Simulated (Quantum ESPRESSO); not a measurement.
# Run report: Sn, band-structure run (part 3 of 3)

Continued. System: Sn (I4₁/amd, 2 atoms in the cell). Method: Kohn-Sham DFT of a periodic cell, PBEsol, spin-orbit coupling, PseudoDojo 0.4 FR PBEsol standard, no spin polarisation (Quantum ESPRESSO 7.5); cutoff 979.61 eV, 9×9×9 k-mesh, fermi-dirac of 0.05 eV. The structure derives from a Materials Project entry.

Geometry of the input (Å; fractional positions):
```
-2.9401  2.9401  1.5993
2.9401  -2.9401  1.5993
2.9401  2.9401  -1.5993
Sn 0.0000  0.0000  0.0000
Sn 0.7500  0.2500  0.5000
```

## Log, continued
```
   -11.3608 -11.3608 -11.3375 -11.3375 -11.3225 -11.3225 -11.2952 -11.2952
   -10.3518 -10.3518 -10.3284 -10.3284 -10.3085 -10.3085 -10.2561 -10.2561
   -10.2252 -10.2252 -10.2024 -10.2024   1.7468   1.7468   4.3309   4.3309
     7.8367   7.8367  10.0589  10.0589  11.3378  11.3378  13.8364  13.8364
    15.2532  15.2532  16.7559  16.7559  18.7583  18.7583  19.6961  19.6961
    21.4133  21.4133

          k =-0.5599-0.2400-0.2941 (  3841 PWs)   bands (ev):

   -11.3581 -11.3581 -11.3408 -11.3408 -11.3156 -11.3156 -11.2975 -11.2975
   -10.3532 -10.3532 -10.3246 -10.3246 -10.2928 -10.2928 -10.2667 -10.2667
   -10.2342 -10.2342 -10.2040 -10.2040   2.4731   2.4731   3.3732   3.3732
     8.3424   8.3424   9.2172   9.2172  10.8718  10.8718  13.8962  13.8962
    16.1578  16.1578  16.8945  16.8945  19.4000  19.4000  20.8121  20.8121
    21.5744  21.5745

          k =-0.0000 0.2400-0.1471 (  3840 PWs)   bands (ev):

   -11.3726 -11.3726 -11.3542 -11.3542 -11.3366 -11.3366 -11.2936 -11.2936
   -10.3621 -10.3621 -10.3509 -10.3509 -10.3205 -10.3205 -10.2703 -10.2703
   -10.2183 -10.2183 -10.1648 -10.1648   0.2801   0.2801   5.2062   5.2062
     7.8192   7.8192  11.7271  11.7271  12.8676  12.8676  14.6293  14.6293
    15.5941  15.5941  16.1058  16.1058  17.1978  17.1978  20.0659  20.0659
    20.9575  20.9575

          k = 0.0800 0.3200-0.1471 (  3854 PWs)   bands (ev):

   -11.3689 -11.3689 -11.3478 -11.3478 -11.3370 -11.3370 -11.2948 -11.2948
   -10.3628 -10.3628 -10.3401 -10.3401 -10.3241 -10.3241 -10.2553 -10.2553
   -10.2271 -10.2271 -10.1836 -10.1836   0.7148   0.7148   4.3109   4.3109
     7.7481   7.7481  11.4428  11.4428  12.8820  12.8820  14.1360  14.1360
    16.0640  16.0640  16.9886  16.9886  17.1980  17.1980  20.3178  20.3178
    21.8838  21.8841

          k = 0.1600 0.4000-0.1471 (  3851 PWs)   bands (ev):

   -11.3655 -11.3655 -11.3497 -11.3497 -11.3262 -11.3262 -11.2995 -11.2995
   -10.3642 -10.3642 -10.3375 -10.3375 -10.3101 -10.3101 -10.2525 -10.2525
   -10.2326 -10.2326 -10.2014 -10.2014   1.3612   1.3612   3.2207   3.2207
     8.2518   8.2518  10.1692  10.1692  13.5282  13.5282  14.1110  14.1110
    15.6862  15.6862  16.5736  16.5736  19.1364  19.1364  20.9572  20.9572
    21.9825  21.9825

          k =-0.4800-0.2400-0.1471 (  3857 PWs)   bands (ev):

   -11.3637 -11.3637 -11.3518 -11.3518 -11.3174 -11.3174 -11.3050 -11.3050
   -10.3642 -10.3642 -10.3397 -10.3397 -10.2924 -10.2924 -10.2679 -10.2679
   -10.2246 -10.2246 -10.2118 -10.2118   2.1884   2.1884   2.2258   2.2258
     9.0324   9.0324   9.1451   9.1451  13.5434  13.5434  14.6624  14.6624
    15.1342  15.1342  16.3720  16.3720  20.9873  20.9873  21.2993  21.2993
    21.7526  21.7526

          k =-0.0000 0.1600-0.0000 (  3835 PWs)   bands (ev):

   -11.3780 -11.3780 -11.3665 -11.3665 -11.3411 -11.3411 -11.2925 -11.2925
   -10.3651 -10.3651 -10.3593 -10.3593 -10.3254 -10.3254 -10.2831 -10.2831
   -10.2093 -10.2093 -10.1459 -10.1459  -0.1788  -0.1788   5.7295   5.7295
     8.1128   8.1128  10.3154  10.3154  14.3896  14.3896  14.5095  14.5095
    16.7817  16.7817  17.2223  17.2223  17.3704  17.3704  20.8608  20.8609
    21.0515  21.0516

          k = 0.0800 0.2400-0.0000 (  3859 PWs)   bands (ev):

   -11.3732 -11.3732 -11.3595 -11.3595 -11.3433 -11.3433 -11.2935 -11.2935
   -10.3666 -10.3666 -10.3511 -10.3511 -10.3292 -10.3292 -10.2666 -10.2666
   -10.2177 -10.2177 -10.1631 -10.1631   0.1487   0.1487   4.7271   4.7271
     8.0513   8.0513  11.4077  11.4077  12.8833  12.8833  15.7609  15.7609
    16.2972  16.2972  16.8757  16.8757  17.1243  17.1243  20.8501  20.8502
    20.9430  20.9430

          k = 0.1600 0.3200-0.0000 (  3859 PWs)   bands (ev):

   -11.3694 -11.3694 -11.3542 -11.3542 -11.3381 -11.3381 -11.2977 -11.2977
   -10.3685 -10.3685 -10.3454 -10.3454 -10.3215 -10.3215 -10.2501 -10.2501
   -10.2316 -10.2316 -10.1842 -10.1842   0.6929   0.6929   3.5256   3.5256
     8.5086   8.5086  11.4925  11.4925  12.3271  12.3271  15.2931  15.2931
    16.5885  16.5885  16.7284  16.7284  17.7372  17.7372  20.5954  20.5954
    20.6604  20.6604

          k = 0.2400 0.4000-0.0000 (  3853 PWs)   bands (ev):

   -11.3663 -11.3663 -11.3567 -11.3567 -11.3232 -11.3232 -11.3067 -11.3067
   -10.3667 -10.3667 -10.3510 -10.3510 -10.2966 -10.2966 -10.2649 -10.2649
   -10.2227 -10.2227 -10.2040 -10.2040   1.4488   1.4488   2.4035   2.4035
     9.2736   9.2736  10.2793  10.2793  13.2326  13.2326  14.2254  14.2254
    16.4462  16.4462  16.5142  16.5142  20.0046  20.0046  20.4449  20.4449
    20.6006  20.6006

          k = 0.3200 0.3200 0.5882 (  3858 PWs)   bands (ev):

   -11.3486 -11.3486 -11.3310 -11.3310 -11.3147 -11.3147 -11.2985 -11.2985
   -10.3494 -10.3494 -10.3336 -10.3336 -10.2901 -10.2901 -10.2293 -10.2293
   -10.2231 -10.2231 -10.1688 -10.1688   4.0466   4.0466   4.8228   4.8228
     7.3807   7.3807   7.6027   7.6027  13.4028  13.4028  13.8688  13.8688
    14.3747  14.3747  14.7548  14.7548  17.0125  17.0125  17.7021  17.7021
    18.3996  18.3998

          k = 0.0000 0.0000 0.5882 (  3852 PWs)   bands (ev):

   -11.3716 -11.3716 -11.3238 -11.3238 -11.3033 -11.3033 -11.2953 -11.2953
   -10.3702 -10.3702 -10.3426 -10.3426 -10.2720 -10.2720 -10.2518 -10.2518
   -10.1932 -10.1932 -10.1680 -10.1680   2.5109   2.5109   7.6948   7.6948
     8.5391   8.5391   9.5750   9.5750   9.8796   9.8796  10.4326  10.4326
    13.6005  13.6005  13.6145  13.6145  16.1633  16.1633  20.5159  20.5159
    20.9589  20.9589

          k =-0.0000-0.0800 0.7353 (  3848 PWs)   bands (ev):

   -11.3646 -11.3646 -11.3279 -11.3279 -11.3024 -11.3024 -11.2915 -11.2915
   -10.3605 -10.3605 -10.3350 -10.3350 -10.2811 -10.2811 -10.2576 -10.2576
   -10.1955 -10.1955 -10.1736 -10.1736   3.8077   3.8077   5.9941   5.9941
     7.1912   7.1912   8.7442   8.7442   9.1721   9.1721  11.6219  11.6219
    14.4693  14.4693  15.0320  15.0320  17.9513  17.9513  20.9990  20.9990
    21.9613  21.9613

          k = 0.0000-0.1600 0.8823 (  3846 PWs)   bands (ev):

   -11.3594 -11.3594 -11.3358 -11.3358 -11.3046 -11.3046 -11.2903 -11.2903
   -10.3485 -10.3485 -10.3236 -10.3236 -10.2935 -10.2935 -10.2614 -10.2614
   -10.2210 -10.2210 -10.1901 -10.1901   3.6465   3.6465   4.7305   4.7305
     7.6293   7.6293   7.8205   7.8205   9.1546   9.1546  13.0659  13.0659
    15.7375  15.7375  17.2429  17.2429  20.3544  20.3544  20.4861  20.4861
    21.6888  21.6889

          k = 0.0800-0.0800 0.8823 (  3848 PWs)   bands (ev):

   -11.3601 -11.3601 -11.3368 -11.3368 -11.3026 -11.3026 -11.2893 -11.2893
   -10.3496 -10.3496 -10.3199 -10.3199 -10.2964 -10.2964 -10.2609 -10.2609
   -10.2216 -10.2216 -10.1911 -10.1911   3.9778   3.9778   4.5913   4.5913
     7.4084   7.4084   8.0276   8.0276   8.4512   8.4512  13.3692  13.3692
    16.4083  16.4083  16.6631  16.6631  19.9802  19.9802  21.1748  21.1748
    21.5287  21.5287

          k =-0.0000 0.4800-0.2941 (  3840 PWs)   bands (ev):

   -11.3614 -11.3614 -11.3433 -11.3433 -11.3135 -11.3135 -11.2922 -11.2922
   -10.3485 -10.3485 -10.3300 -10.3300 -10.3015 -10.3015 -10.2581 -10.2581
   -10.2270 -10.2270 -10.2121 -10.2121   2.2585   2.2585   4.2348   4.2348
     7.1155   7.1155   8.9771   8.9771  10.6146  10.6146  14.7430  14.7430
    16.8028  16.8028  17.1671  17.1671  20.0074  20.0074  20.7685  20.7685
    21.7760  21.7761

          k =-0.6399-0.1600-0.2941 (  3835 PWs)   bands (ev):

   -11.3612 -11.3612 -11.3473 -11.3473 -11.3068 -11.3068 -11.2916 -11.2916
   -10.3504 -10.3504 -10.3281 -10.3281 -10.2868 -10.2868 -10.2659 -10.2659
   -10.2390 -10.2390 -10.2102 -10.2102   2.9267   2.9267   3.6970   3.6970
     7.2343   7.2343   7.9703   7.9703  10.2988  10.2988  15.1098  15.1098
    17.7248  17.7248  17.9669  17.9669  20.2451  20.2451  20.8247  20.8247
    22.1985  22.1985

          k =-0.0000 0.4000-0.1471 (  3839 PWs)   bands (ev):

   -11.3702 -11.3702 -11.3502 -11.3502 -11.3278 -11.3278 -11.2931 -11.2931
   -10.3614 -10.3614 -10.3377 -10.3377 -10.3207 -10.3207 -10.2493 -10.2493
   -10.2277 -10.2277 -10.2019 -10.2019   1.1441   1.1441   4.1213   4.1213
     6.9092   6.9092   9.9623   9.9623  13.4523  13.4523  14.7149  14.7149
    16.7344  16.7344  17.8296  17.8296  18.2768  18.2768  20.8637  20.8638
    21.4309  21.4311

          k = 0.0800 0.4800-0.1471 (  3832 PWs)   bands (ev):

   -11.3695 -11.3695 -11.3553 -11.3553 -11.3157 -11.3157 -11.2944 -11.2944
   -10.3630 -10.3630 -10.3389 -10.3389 -10.3031 -10.3031 -10.2518 -10.2518
   -10.2314 -10.2314 -10.2154 -10.2154   1.7741   1.7741   3.4486   3.4486
     6.9612   6.9612   8.6766   8.6766  13.1767  13.1767  15.8896  15.8896
    16.9861  16.9861  18.0338  18.0338  19.7196  19.7196  20.9887  20.9887
    21.6739  21.6739

          k =-0.5599-0.1600-0.1471 (  3847 PWs)   bands (ev):

   -11.3685 -11.3685 -11.3579 -11.3579 -11.3089 -11.3089 -11.2971 -11.2971
   -10.3639 -10.3639 -10.3401 -10.3401 -10.2865 -10.2865 -10.2644 -10.2644
   -10.2333 -10.2333 -10.2175 -10.2175   2.5410   2.5410   2.6071   2.6071
     7.6057   7.6057   7.6776   7.6776  13.0753  13.0753  16.3936  16.3936
    17.1891  17.1891  17.6209  17.6209  20.8305  20.8305  21.3943  21.3943
    22.1803  22.1803

          k =-0.0000 0.3200 0.0000 (  3849 PWs)   bands (ev):

   -11.3748 -11.3748 -11.3530 -11.3530 -11.3415 -11.3415 -11.2927 -11.2927
   -10.3660 -10.3660 -10.3442 -10.3442 -10.3324 -10.3324 -10.2554 -10.2554
   -10.2227 -10.2227 -10.1792 -10.1792   0.4752   0.4752   4.4420   4.4420
     7.1534   7.1534  11.2921  11.2921  12.9881  12.9881  16.4899  16.4899
    16.5159  16.5159  16.6941  16.6941  17.7147  17.7147  21.3478  21.3554
    21.3997  21.4018

          k = 0.0800 0.4000 0.0000 (  3851 PWs)   bands (ev):

   -11.3739 -11.3739 -11.3564 -11.3564 -11.3286 -11.3286 -11.2944 -11.2944
   -10.3681 -10.3681 -10.3427 -10.3427 -10.3199 -10.3199 -10.2460 -10.2460
   -10.2313 -10.2313 -10.1982 -10.1982   1.0146   1.0146   3.6537   3.6537
     7.1326   7.1326   9.8745   9.8745  14.2438  14.2438  16.1840  16.1840
    16.3123  16.3123  17.4566  17.4566  18.2621  18.2621  21.3966  21.3967
    21.4281  21.4281

          k = 0.1600 0.4800 0.0000 (  3849 PWs)   bands (ev):

   -11.3720 -11.3720 -11.3606 -11.3606 -11.3153 -11.3153 -11.3000 -11.3000
   -10.3690 -10.3690 -10.3466 -10.3466 -10.2958 -10.2958 -10.2609 -10.2609
   -10.2251 -10.2251 -10.2130 -10.2130   1.7553   1.7553   2.6659   2.6659
     7.7270   7.7270   8.6723   8.6723  15.1954  15.1954  15.8683  15.8683
    16.2445  16.2445  16.7019  16.7019  20.4210  20.4210  21.2900  21.2900
    21.3717  21.3717

          k =-0.0000-0.0000 0.8823 (  3852 PWs)   bands (ev):

   -11.3609 -11.3609 -11.3379 -11.3379 -11.3007 -11.3007 -11.2878 -11.2878
   -10.3487 -10.3487 -10.3176 -10.3176 -10.3047 -10.3047 -10.2565 -10.2565
   -10.2164 -10.2164 -10.1972 -10.1972   4.0925   4.0925   4.8509   4.8509
     7.5336   7.5336   7.5437   7.5437   7.9041   7.9041  13.9214  13.9214
    16.3384  16.3384  16.5633  16.5633  19.4568  19.4568  21.9708  21.9708
    22.3526  22.3526

          k = 0.0000-0.0800 1.0294 (  3836 PWs)   bands (ev):

   -11.3621 -11.3621 -11.3513 -11.3513 -11.3014 -11.3014 -11.2885 -11.2885
   -10.3475 -10.3475 -10.3319 -10.3319 -10.2857 -10.2857 -10.2602 -10.2602
   -10.2401 -10.2401 -10.2181 -10.2181   3.4219   3.4219   3.8524   3.8524
     6.7033   6.7033   7.0334   7.0334  10.0268  10.0268  15.9749  15.9749
    18.1510  18.1510  18.5413  18.5413  21.2132  21.2132  21.4565  21.4565
    22.0877  22.0877

          k =-0.0000 0.5599-0.1471 (  3833 PWs)   bands (ev):

   -11.3706 -11.3706 -11.3612 -11.3612 -11.3059 -11.3059 -11.2920 -11.2920
   -10.3616 -10.3616 -10.3436 -10.3436 -10.2878 -10.2878 -10.2531 -10.2531
   -10.2356 -10.2356 -10.2264 -10.2264   2.3570   2.3570   3.4758   3.4758
     6.2920   6.2920   7.4296   7.4296  12.8700  12.8700  17.1343  17.1343
    18.0529  18.0529  19.0450  19.0450  20.8489  20.8489  21.2536  21.2536
    22.1478  22.1479

          k =-0.6399-0.0800-0.1471 (  3829 PWs)   bands (ev):

   -11.3702 -11.3702 -11.3640 -11.3640 -11.3014 -11.3014 -11.2920 -11.2920
   -10.3606 -10.3606 -10.3463 -10.3463 -10.2747 -10.2747 -10.2598 -10.2598
   -10.2411 -10.2411 -10.2275 -10.2275   2.9682   2.9682   3.0688   3.0688
     6.5245   6.5245   6.5549   6.5549  12.7653  12.7653  17.3918  17.3918
    18.9059  18.9059  19.0521  19.0521  21.2327  21.2327  21.8061  21.8061
    22.5876  22.5876

          k =-0.0000 0.4800-0.0000 (  3831 PWs)   bands (ev):

   -11.3756 -11.3756 -11.3619 -11.3619 -11.3161 -11.3161 -11.2929 -11.2929
   -10.3684 -10.3684 -10.3452 -10.3452 -10.3065 -10.3065 -10.2451 -10.2451
   -10.2308 -10.2308 -10.2158 -10.2158   1.5389   1.5389   3.5754   3.5754
     6.3621   6.3621   8.4607   8.4607  15.6087  15.6087  15.9549  15.9549
    16.4777  16.4777  18.6726  18.6726  19.3523  19.3523  22.1369  22.1369
    22.1821  22.1821

          k = 0.0800 0.5599-0.0000 (  3828 PWs)   bands (ev):

   -11.3751 -11.3751 -11.3665 -11.3665 -11.3055 -11.3055 -11.2949 -11.2949
   -10.3683 -10.3683 -10.3490 -10.3490 -10.2868 -10.2868 -10.2560 -10.2560
   -10.2295 -10.2295 -10.2258 -10.2258   2.2348   2.2348   3.0076   3.0076
     6.5119   6.5119   7.3057   7.3057  15.7051  15.7051  15.7882  15.7882
    17.5732  17.5732  18.4768  18.4768  21.1296  21.1296  22.3737  22.3737
    22.4095  22.4097

          k = 0.0000 0.0000 1.1765 (  3836 PWs)   bands (ev):

   -11.3695 -11.3695 -11.3674 -11.3674 -11.2983 -11.2983 -11.2905 -11.2905
   -10.3554 -10.3554 -10.3532 -10.3532 -10.2641 -10.2641 -10.2617 -10.2617
   -10.2410 -10.2410 -10.2365 -10.2365   3.1986   3.1986   3.3228   3.3228
     6.0735   6.0735   6.0808   6.0808  12.6602  12.6602  17.6578  17.6578
    19.6042  19.6042  19.6862  19.6862  21.8041  21.8041  22.3210  22.3210
    22.4231  22.4231

          k =-0.0000 0.6399 0.0000 (  3837 PWs)   bands (ev):

   -11.3754 -11.3754 -11.3713 -11.3713 -11.2980 -11.2980 -11.2935 -11.2935
   -10.3651 -10.3651 -10.3553 -10.3553 -10.2722 -10.2722 -10.2554 -10.2554
   -10.2371 -10.2371 -10.2337 -10.2337   2.7934   2.7934   3.1470   3.1470
     5.9358   5.9358   6.2965   6.2965  15.6117  15.6117  15.6356  15.6356
    19.1285  19.1285  19.5979  19.5979  22.3407  22.3407  23.0663  23.0663
    23.3034  23.3034

     the Fermi energy is    10.6144 ev

!    total energy              =    -314.37140399 Ry
     estimated scf accuracy    <          1.8E-11 Ry
     smearing contrib. (-TS)   =      -0.00059908 Ry
     internal energy E=F+TS    =    -314.37080491 Ry

     The total energy is F=E-TS. E is the sum of the following terms:
     one-electron contribution =    -100.22456532 Ry
     hartree contribution      =      69.09326622 Ry
     xc contribution           =     -87.16418791 Ry
     ewald contribution        =    -196.07531790 Ry

     convergence has been achieved in   8 iterations

     Forces acting on atoms (cartesian axes, Ry/au):

     atom    1 type  1   force =     0.00000000    0.00000000    0.00000000
     atom    2 type  1   force =     0.00000000    0.00000000    0.00000000

     Total force =     0.000000     Total SCF correction =     0.000000

     Computing stress (Cartesian axis) and pressure

          total   stress  (Ry/bohr**3)                   (kbar)     P=      -13.18
  -0.00007824  -0.00000000  -0.00000000          -11.51       -0.00       -0.00
  -0.00000000  -0.00007824   0.00000000           -0.00      -11.51        0.00
  -0.00000000   0.00000000  -0.00011230           -0.00        0.00      -16.52

=------------------------------------------------------------------------------=
   JOB DONE.
=------------------------------------------------------------------------------=
```

## File pp_density.out
```
This program is part of the open-source Quantum ESPRESSO suite
     for quantum simulation of materials; please cite
         "P. Giannozzi et al., J. Phys.:Condens. Matter 21 395502 (2009);
         "P. Giannozzi et al., J. Phys.:Condens. Matter 29 465901 (2017);
         "P. Giannozzi et al., J. Chem. Phys. 152 154105 (2020);
          URL
     in publications or presentations arising from this work. More details at

     ./tmp/pwscf.save/

     IMPORTANT: XC functional enforced from input :
     Exchange-correlation= PBESOL
                           (   1   4  10   8   0   0   0)
     Any further DFT definition will be discarded
     Please, verify this is what you really want

     G-vector sticks info
     --------------------
     sticks:   dense  smooth     PW     G-vecs:    dense   smooth      PW
     Sum        1091    1091    331                30825    30825    5253

     Using Slab Decomposition

     Calling punch_plot, plot_num =   0
     Writing data to file  density.dat
     Reading data from file  density.dat

     Writing data to be plotted to file density.cube
     Plot Type: 3D                     Output format: Gaussian cube

=------------------------------------------------------------------------------=
   JOB DONE.
=------------------------------------------------------------------------------=
```

## File pp_potential.out
```
This program is part of the open-source Quantum ESPRESSO suite
     for quantum simulation of materials; please cite
         "P. Giannozzi et al., J. Phys.:Condens. Matter 21 395502 (2009);
         "P. Giannozzi et al., J. Phys.:Condens. Matter 29 465901 (2017);
         "P. Giannozzi et al., J. Chem. Phys. 152 154105 (2020);
          URL
     in publications or presentations arising from this work. More details at

     ./tmp/pwscf.save/

     IMPORTANT: XC functional enforced from input :
     Exchange-correlation= PBESOL
                           (   1   4  10   8   0   0   0)
     Any further DFT definition will be discarded
     Please, verify this is what you really want

     G-vector sticks info
     --------------------
     sticks:   dense  smooth     PW     G-vecs:    dense   smooth      PW
     Sum        1091    1091    331                30825    30825    5253

     Using Slab Decomposition

     Calling punch_plot, plot_num =  11
     Writing data to file  potential.dat
     Reading data from file  potential.dat

     Writing data to be plotted to file potential.cube
     Plot Type: 3D                     Output format: Gaussian cube

=------------------------------------------------------------------------------=
   JOB DONE.
=------------------------------------------------------------------------------=
```

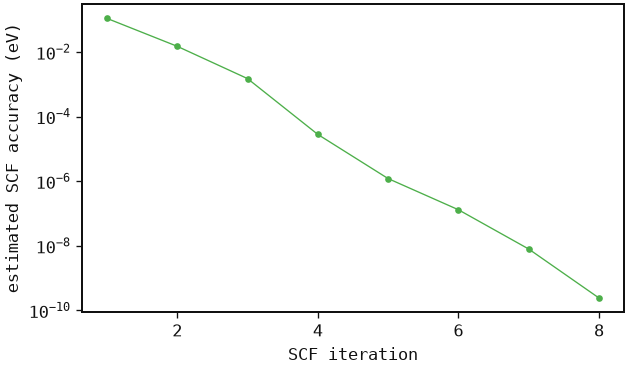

*Convergence of the self-consistent field: estimated SCF accuracy against the iteration.*

The field takes 8 iterations in all.

## Results in brief

- outcome: converged
- space group (tolerance 0.01 Å): I4₁/amd (141)
- electrons treated: 28
- free energy: −4277.2408 eV
- Fermi energy: 10.614 eV
- gap on the k-point mesh: none (metallic)
- pressure: −1.32 GPa
- largest force (length of the vector): under 0.001 eV/Å
- wall time: 8.2 min (CPU time 16 min)
- peak memory: 0.64 GiB
